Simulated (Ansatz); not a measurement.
Geometry relaxation of Pt (part 1 of 3)

System: Pt (slab, 24 atoms in the cell).
Method: DFT PBE+D3(BJ), scalar-relativistic, plane waves, PAW, no spin polarisation (Ansatz 0.2.0).

The structure derives from an entry of the Crystallography Open Database. The input holds or restrains some coordinates. Forces given for the steps count only the free coordinates. Figures and captions count atoms from 1; the log counts them from 0 in places.

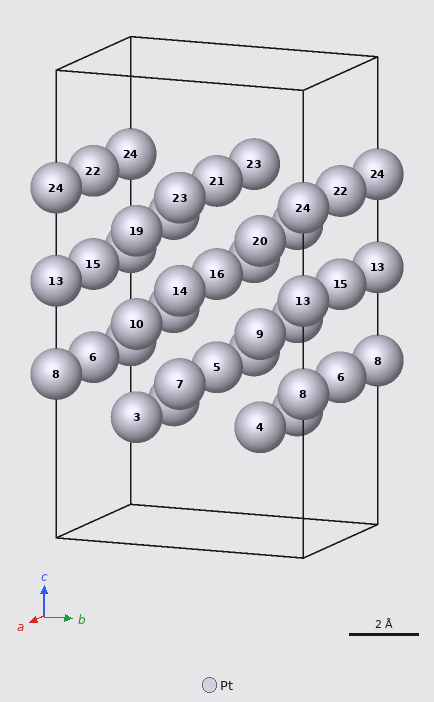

**Figure 1.** The structure as given in the input (spheres-only view of the cell of the calculation, with the vacuum cut short, seen slightly off an axis; atoms are numbered from 1 in the order of the input). An atom can appear more than once, as a periodic image.

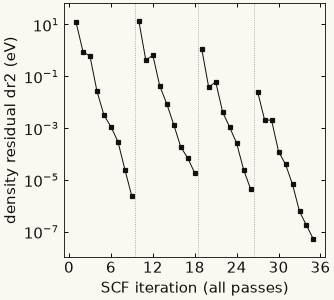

**Figure 2.** Convergence of the self-consistent field: density residual dr2 against the SCF iteration. The dotted lines part the SCF passes of the relaxation: geometry steps, rejected trials and re-solves on a re-selected basis. The passes take 9, 9, 8 and 9 iterations.

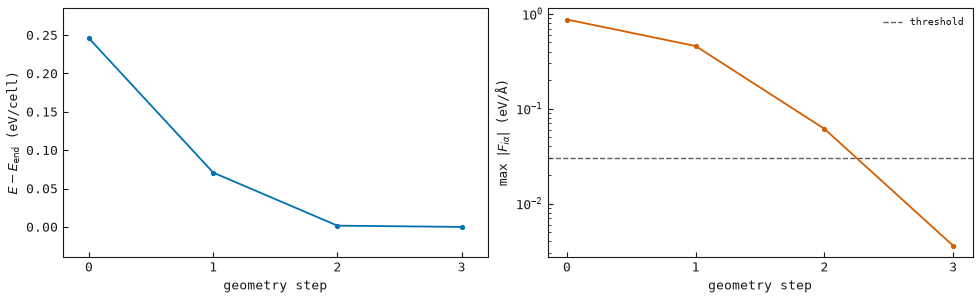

**Figure 3.** Progress of the restrained relaxation, step by step (the first geometry is step 0 here and step 1 in the log).

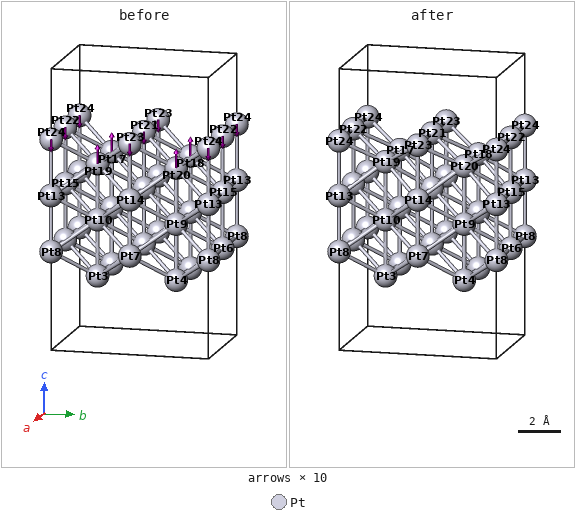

**Figure 4.** Before (left) and after (right) the restrained relaxation, at one scale (ball-and-stick view of the cell of the calculation, with the vacuum cut short, seen slightly off an axis). The pink arrows give the displacements, magnified 10 times. The largest moves, 0.097 Å, are those of Pt17, Pt18, Pt19 and Pt20. The cell doesn't change. Among the contacts that change: Pt10–Pt19 2.778 → 2.875 Å, Pt17–Pt21 2.778 → 2.700 Å, Pt13–Pt24 2.778 → 2.715 Å, Pt13–Pt17 2.778 → 2.829 Å. The energy falls by 0.246 eV per cell of the calculation in 3 geometry steps. Largest force component: 0.87 eV/Å at the start, 0.0036 eV/Å at the end. (Atoms are counted from 1 in the order of the input.)

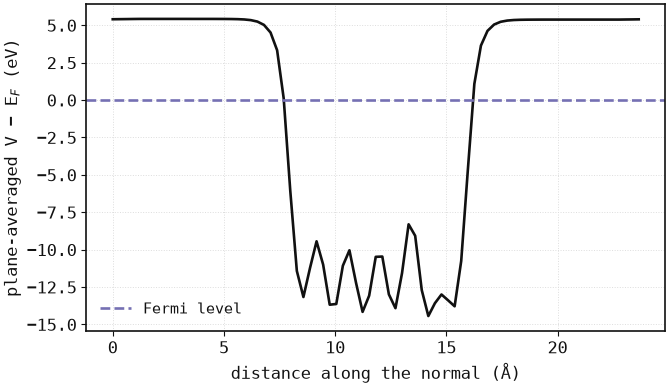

**Figure 5.** Plane average of the electrostatic potential energy of an electron across the cell, from the Fermi level. The vacuum level lies 5.38 eV above the Fermi level on the upper side and 5.43 eV on the lower.

These pictures come from the run below.

**The input**
```yaml
crystal:
  lattice:
    - [5.5558884585, 0.0, 0.0]
    - [0.0, 7.857212809, 0.0]
    - [0.0, 0.0, 23.9448605731]
  atoms:
    - { symbol: Pt, position: [0.25, 0.25, 0.3549822299] }
    - { symbol: Pt, position: [0.25, 0.75, 0.3549822299] }
    - { symbol: Pt, position: [0.75, 0.25, 0.3549822299] }
    - { symbol: Pt, position: [0.75, 0.75, 0.3549822299] }
    - { symbol: Pt, position: [0.5, 0.5, 0.4129893379] }
    - { symbol: Pt, position: [0.5, 0.0, 0.4129893379] }
    - { symbol: Pt, position: [0.0, 0.5, 0.4129893379] }
    - { symbol: Pt, position: [0.0, 0.0, 0.4129893379] }
    - { symbol: Pt, position: [0.75, 0.75, 0.470996446] }
    - { symbol: Pt, position: [0.75, 0.25, 0.470996446] }
    - { symbol: Pt, position: [0.25, 0.75, 0.470996446] }
    - { symbol: Pt, position: [0.25, 0.25, 0.470996446] }
    - { symbol: Pt, position: [0.0, 0.0, 0.529003554] }
    - { symbol: Pt, position: [0.0, 0.5, 0.529003554] }
    - { symbol: Pt, position: [0.5, 0.0, 0.529003554] }
    - { symbol: Pt, position: [0.5, 0.5, 0.529003554] }
    - { symbol: Pt, position: [0.25, 0.25, 0.5870106621] }
    - { symbol: Pt, position: [0.25, 0.75, 0.5870106621] }
    - { symbol: Pt, position: [0.75, 0.25, 0.5870106621] }
    - { symbol: Pt, position: [0.75, 0.75, 0.5870106621] }
    - { symbol: Pt, position: [0.5, 0.5, 0.6450177701] }
    - { symbol: Pt, position: [0.5, 0.0, 0.6450177701] }
    - { symbol: Pt, position: [0.0, 0.5, 0.6450177701] }
    - { symbol: Pt, position: [0.0, 0.0, 0.6450177701] }
basis:
  ecutwfc: 420
kpoints:
  mp_grid: { grid: [5, 4, 1] }
hamiltonian:
  xc: pbe
  dispersion: d3bj
scf:
  occupations: { method: gaussian, width: 0.1 }
output:
  forces: true
  eigenvalues: true
relax:
  adjacent_minimum: "off"
  f_tol: 0.03
  max_steps: 70
  constraints: [{ sites: [0, 1, 2, 3, 4, 5, 6, 7, 8, 9, 10, 11] }]
efield:
  axis: 3
  dipole_correction: true
```

Launch command:
```bash
ansatz run input.yaml --threads 8 --pin off --max-ram 22528MiB --backend cpu --events-out ev --progress --plain --runs-dir out
```

**The program's output**
```
Engine: ansatz 0.2.0, aarch64-unknown-linux-gnu
Pseudopotentials: kind: paw
Pseudopotential: Pt, paw, valence charge 18, recommended cutoff 420 eV (normal), Pt.paw.azcp
Functional definition: PBE
  parameter kappa = 0.804
  parameter beta = 0.06672455060314922
  exchange = pbe_x(kappa = kappa, mu = beta*pi^2/3)
  correlation = pbe_c(beta = beta)
Crystal: 24 atoms, lattice volume = 1045.284 Å³
Basis set: ecut = 420 eV, 20397 PW (Γ), exchange–correlation on 80×108×324 points (8 copies of the dense FFT grid, shifted against one another)
Bands: 260, of which v1, the nominal top of the filled ones, is band 216 counted from 1 (215 counted from 0)
Symmetry: 16 space group operations
k-points: 9 of 20
Non-local potential: Pt, projectors of the file, l = 0: 3, l = 1: 2, l = 2: 2, l = 3: 1
PAW form: soft (Blöchl's): semilocal exchange-correlation on the pseudo side does not see the compensation charge
PAW one-centre angular grid: Pt, 590 points (default); XC on 64 Gauss nodes
Initial density: superposition of atomic densities (neutral atoms: chi_scale 0, normalization atom), corrected by the library's trained network
Initial wavefunctions: pseudopotential atomic-orbital guess
Functional: x = pbe(κ = 0.804, μ = 0.2195149727645171), c = pbe(β = 0.06672455060314922)
SCF iter   1: F=—  HF=-300555.134863 eV  |F-HF|=—  |Δ(HF+E_count)|=         —  Δρ=1.31e-2  dr2=1.25e1  ethr=1.77e-3  p=0.000 e·Å  D=2.15e-13 V/Å  ΔV_dip=-0.00 eV  dr2_dipole=2.51e-7  V_vac-E_F(+/−)=4.98/4.98 eV  ⟨swp⟩=7.1  Hψ=9382  notcnv=0  defer=100
efield: sawtooth ramp at fractional position 0.9500 (placed from the atoms, in the widest stretch of the axis that holds none; the zero of the levels goes with the place), width 0.1000; the density the first Hamiltonian is built on has a dipole p = 0.000 e·Å; the dipole correction subtracts the counter field D = 2.15e-13 V/Å, which shifts the + side's vacuum level by -0.00 eV against the − side's; the planar-averaged density in the ramp window peaks in size at 6.3e-6 e/Å³
preconditioner: auto → LDOS  [metal: Δε(μ)=0.014 eV  Ē_g=6.970 eV  σ=0.100 eV  W_gap=0.08  n_scr=212 (ndim 8)  ℏωp=17.8 eV  f_vac=0.585  D(μ)=47.80/eV (n_scr^D=446)  β→1.0]
SCF iter   2: F=—  HF=-300554.807328 eV  |F-HF|=—  |Δ(HF+E_count)|=   3.28e-1  Δρ=7.92e-3  dr2=8.99e-1  ethr=1.77e-3  p=0.000 e·Å  D=7.06e-5 V/Å  ΔV_dip=-0.00 eV  dr2_dipole=9.64e-6  V_vac-E_F(+/−)=5.45/5.45 eV  ⟨swp⟩=2.0  Hψ=2777  notcnv=0  defer=258
SCF iter   3: F=—  HF=-300554.757061 eV  |F-HF|=—  |Δ(HF+E_count)|=   5.03e-2  Δρ=3.19e-3  dr2=5.95e-1  ethr=2.08e-4  p=-0.000 e·Å  D=-3.88e-5 V/Å  ΔV_dip=0.00 eV  dr2_dipole=7.37e-6  V_vac-E_F(+/−)=5.34/5.34 eV  ⟨swp⟩=2.0  Hψ=3177  notcnv=0  defer=265
SCF iter   4: F=—  HF=-300554.735953 eV  |F-HF|=—  |Δ(HF+E_count)|=   2.11e-2  Δρ=1.08e-3  dr2=2.68e-2  ethr=1.38e-4  p=0.000 e·Å  D=1.41e-5 V/Å  ΔV_dip=-0.00 eV  dr2_dipole=2.66e-8  V_vac-E_F(+/−)=5.43/5.43 eV  ⟨swp⟩=2.0  Hψ=2399  notcnv=0  defer=265
SCF iter   5: F=—  HF=-300554.738588 eV  |F-HF|=—  |Δ(HF+E_count)|=   2.64e-3  Δρ=4.11e-4  dr2=3.17e-3  ethr=6.20e-6  p=0.000 e·Å  D=2.59e-7 V/Å  ΔV_dip=-0.00 eV  dr2_dipole=7.91e-9  V_vac-E_F(+/−)=5.42/5.42 eV  ⟨swp⟩=2.0  Hψ=3124  notcnv=0  defer=255
SCF iter   6: F=—  HF=-300554.740263 eV  |F-HF|=—  |Δ(HF+E_count)|=   1.67e-3  Δρ=2.00e-4  dr2=1.12e-3  ethr=7.33e-7  p=0.000 e·Å  D=7.31e-7 V/Å  ΔV_dip=-0.00 eV  dr2_dipole=1.91e-8  V_vac-E_F(+/−)=5.41/5.41 eV  ⟨swp⟩=2.0  Hψ=3188  notcnv=0  defer=234
SCF iter   7: F=—  HF=-300554.740217 eV  |F-HF|=—  |Δ(HF+E_count)|=   4.62e-5  Δρ=1.17e-4  dr2=3.02e-4  ethr=2.60e-7  p=0.000 e·Å  D=2.64e-7 V/Å  ΔV_dip=-0.00 eV  dr2_dipole=7.68e-9  V_vac-E_F(+/−)=5.41/5.41 eV  ⟨swp⟩=1.8  Hψ=2460  notcnv=0  defer=234
SCF iter   8: F=—  HF=-300554.740230 eV  |F-HF|=—  |Δ(HF+E_count)|=   1.28e-5  Δρ=3.15e-5  dr2=2.48e-5  ethr=6.99e-8  p=-0.000 e·Å  D=-8.16e-8 V/Å  ΔV_dip=0.00 eV  dr2_dipole=5.55e-10  V_vac-E_F(+/−)=5.41/5.41 eV  ⟨swp⟩=2.0  Hψ=3003  notcnv=0  defer=234
SCF iter   9: F=-300554.740228 eV  HF=-300554.740229 eV  |F-HF|=1.06e-6  |Δ(HF+E_count)|=   9.51e-7  Δρ=1.26e-5  dr2=2.30e-6  ethr=5.21e-9  p=0.000 e·Å  D=3.27e-8 V/Å  ΔV_dip=-0.00 eV  dr2_dipole=6.43e-10  V_vac-E_F(+/−)=5.41/5.41 eV  ⟨swp⟩=16.0  Hψ=11449  notcnv=0
SCF 1 converged in 9 iterations: F = -300554.740228 eV  dr2 = 2.30e-6
  greatest PAW one-centre occupation: 1.000 electrons in one spin orbital (limit 2), on the Pt atom at site 11 (counted from 0), in its partial waves of l = 0
relax step   1: F+E_penalty+E_count = -300554.74022750 eV  Δ(F+E_penalty+E_count) = +0.000e0 eV  max|allowed force component| = 8.723e-1 eV/Å  Δτ_max = 0.0000 Å  (9 SCF iters, dr2 threshold 2.25e-5 eV, accepted)
Initial density: handed on by an earlier stage of this run
Initial wavefunctions: those handed on with the density
SCF iter   1: F=—  HF=-300555.134159 eV  |F-HF|=—  |Δ(HF+E_count)|=         —  Δρ=1.42e-2  dr2=1.37e1  ethr=3.10e-3  p=0.000 e·Å  D=2.97e-7 V/Å  ΔV_dip=-0.00 eV  dr2_dipole=4.66e0  V_vac-E_F(+/−)=5.37/5.37 eV  ⟨swp⟩=4.0  Hψ=5109  notcnv=0  defer=244
efield: sawtooth ramp at fractional position 0.9500 (handed on by an earlier solve), width 0.1000; the density the first Hamiltonian is built on has a dipole p = 0.000 e·Å; the dipole correction subtracts the counter field D = 2.97e-7 V/Å, which shifts the + side's vacuum level by -0.00 eV against the − side's; the planar-averaged density in the ramp window peaks in size at 4.2e-6 e/Å³
preconditioner: auto → LDOS  [metal: Δε(μ)=0.009 eV  Ē_g=7.134 eV  σ=0.100 eV  W_gap=0.05  n_scr=212 (ndim 8)  ℏωp=17.8 eV  f_vac=0.588  D(μ)=47.07/eV (n_scr^D=422)  β→1.0]
SCF iter   2: F=—  HF=-300554.981989 eV  |F-HF|=—  |Δ(HF+E_count)|=   1.52e-1  Δρ=5.60e-3  dr2=4.08e-1  ethr=3.10e-3  p=0.008 e·Å  D=1.42e-3 V/Å  ΔV_dip=-0.03 eV  dr2_dipole=1.10e-3  V_vac-E_F(+/−)=5.41/5.44 eV  ⟨swp⟩=1.4  Hψ=2701  notcnv=0  defer=258
SCF iter   3: F=—  HF=-300554.949594 eV  |F-HF|=—  |Δ(HF+E_count)|=   3.24e-2  Δρ=3.79e-3  dr2=6.57e-1  ethr=9.45e-5  p=0.033 e·Å  D=5.71e-3 V/Å  ΔV_dip=-0.14 eV  dr2_dipole=1.21e-1  V_vac-E_F(+/−)=5.29/5.43 eV  ⟨swp⟩=2.9  Hψ=3914  notcnv=0  defer=265
SCF iter   4: F=—  HF=-300554.914698 eV  |F-HF|=—  |Δ(HF+E_count)|=   3.49e-2  Δρ=1.07e-3  dr2=4.14e-2  ethr=9.45e-5  p=0.022 e·Å  D=3.86e-3 V/Å  ΔV_dip=-0.09 eV  dr2_dipole=3.60e-4  V_vac-E_F(+/−)=5.34/5.43 eV  ⟨swp⟩=2.0  Hψ=3054  notcnv=0  defer=265
SCF iter   5: F=—  HF=-300554.915266 eV  |F-HF|=—  |Δ(HF+E_count)|=   5.68e-4  Δρ=5.67e-4  dr2=8.54e-3  ethr=9.59e-6  p=0.024 e·Å  D=4.20e-3 V/Å  ΔV_dip=-0.10 eV  dr2_dipole=1.33e-5  V_vac-E_F(+/−)=5.33/5.43 eV  ⟨swp⟩=1.7  Hψ=2898  notcnv=0  defer=261
SCF iter   6: F=—  HF=-300554.915166 eV  |F-HF|=—  |Δ(HF+E_count)|=   1.00e-4  Δρ=1.91e-4  dr2=1.34e-3  ethr=1.98e-6  p=0.022 e·Å  D=3.89e-3 V/Å  ΔV_dip=-0.09 eV  dr2_dipole=1.28e-5  V_vac-E_F(+/−)=5.34/5.43 eV  ⟨swp⟩=2.1  Hψ=3152  notcnv=0  defer=261
SCF iter   7: F=—  HF=-300554.915136 eV  |F-HF|=—  |Δ(HF+E_count)|=   3.06e-5  Δρ=1.02e-4  dr2=1.86e-4  ethr=3.09e-7  p=0.022 e·Å  D=3.87e-3 V/Å  ΔV_dip=-0.09 eV  dr2_dipole=2.46e-6  V_vac-E_F(+/−)=5.34/5.43 eV  ⟨swp⟩=2.0  Hψ=3150  notcnv=0  defer=261
SCF iter   8: F=—  HF=-300554.915173 eV  |F-HF|=—  |Δ(HF+E_count)|=   3.69e-5  Δρ=4.75e-5  dr2=6.89e-5  ethr=4.30e-8  p=0.022 e·Å  D=3.81e-3 V/Å  ΔV_dip=-0.09 eV  dr2_dipole=4.79e-6  V_vac-E_F(+/−)=5.34/5.43 eV  ⟨swp⟩=2.4  Hψ=3219  notcnv=0  defer=261
SCF iter   9: F=-300554.915167 eV  HF=-300554.915176 eV  |F-HF|=9.14e-6  |Δ(HF+E_count)|=   3.64e-6  Δρ=2.96e-5  dr2=1.83e-5  ethr=1.10e-8  p=0.022 e·Å  D=3.83e-3 V/Å  ΔV_dip=-0.09 eV  dr2_dipole=4.62e-7  V_vac-E_F(+/−)=5.34/5.43 eV  ⟨swp⟩=15.1  Hψ=9837  notcnv=0
SCF 2 converged in 9 iterations: F = -300554.915167 eV  dr2 = 1.83e-5
  greatest PAW one-centre occupation: 1.000 electrons in one spin orbital (limit 2), on the Pt atom at site 19 (counted from 0), in its partial waves of l = 0
relax step   2: F+E_penalty+E_count = -300554.91516700 eV  Δ(F+E_penalty+E_count) = -1.749e-1 eV  max|allowed force component| = 4.579e-1 eV/Å  Δτ_max = 0.1393 Å  (9 SCF iters, dr2 threshold 4.76e-5 eV, accepted)
iter 1 solved again at ethr=2.54e-4 eV; its pass at ethr=3.10e-3 eV (dr2=1.10e0 eV) is discarded
```
